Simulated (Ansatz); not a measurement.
HfO2

```cif
data_structure
_symmetry_space_group_name_H-M 'P 1'
_symmetry_Int_Tables_number 1
_cell_length_a 5.1115
_cell_length_b 5.1115
_cell_length_c 5.1115
_cell_angle_alpha 90.000
_cell_angle_beta 90.000
_cell_angle_gamma 90.000
_cell_volume 133.55
loop_
_atom_site_label
_atom_site_type_symbol
_atom_site_fract_x
_atom_site_fract_y
_atom_site_fract_z
_atom_site_occupancy
Hf1 Hf 0.00000 0.00000 0.00000 1
Hf2 Hf 0.50000 0.50000 0.00000 1
Hf3 Hf 0.50000 0.00000 0.50000 1
Hf4 Hf 0.00000 0.50000 0.50000 1
O1 O 0.25000 0.25000 0.25000 1
O2 O 0.75000 0.75000 0.25000 1
O3 O 0.75000 0.25000 0.75000 1
O4 O 0.25000 0.75000 0.75000 1
O5 O 0.75000 0.25000 0.25000 1
O6 O 0.25000 0.75000 0.25000 1
O7 O 0.25000 0.25000 0.75000 1
O8 O 0.75000 0.75000 0.75000 1
```

Space group Fm-3m; changed on purpose from its base cell (functional r2SCAN, strained and moved within the space group); computed pressure about −8 GPa in this cell.

Computed with Ansatz 0.2.0, DFT r2SCAN, scalar-relativistic, plane waves, PAW.

What can the converged valence pseudo-density and electron localisation function tell about the bonding?

Answer. Hf–O (2.21 Å): the density is about 0.54 e/Å³ at the midpoint; the ELF peaks at about 0.85 in the valence shell of O, 0.6 Å from its nucleus, and drops to about 0.15 between the two atoms (no shared electron pair shows on this line).

Metal or insulator at this level of theory?

Answer. It is gapped, with a Kohn–Sham gap of 4.2 eV on the k-point mesh (the band edges may lie off the mesh, which would make the gap smaller).

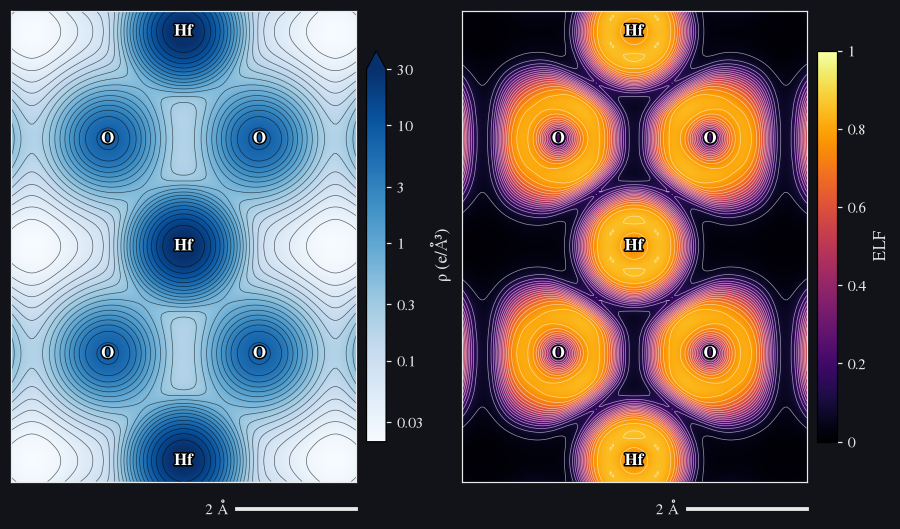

Computed valence pseudo-density and electron localisation function on the (110) plane of the conventional cell, in this order. 

The density is the valence pseudo-density of a PAW calculation; it isn't the true density close to the nuclei.
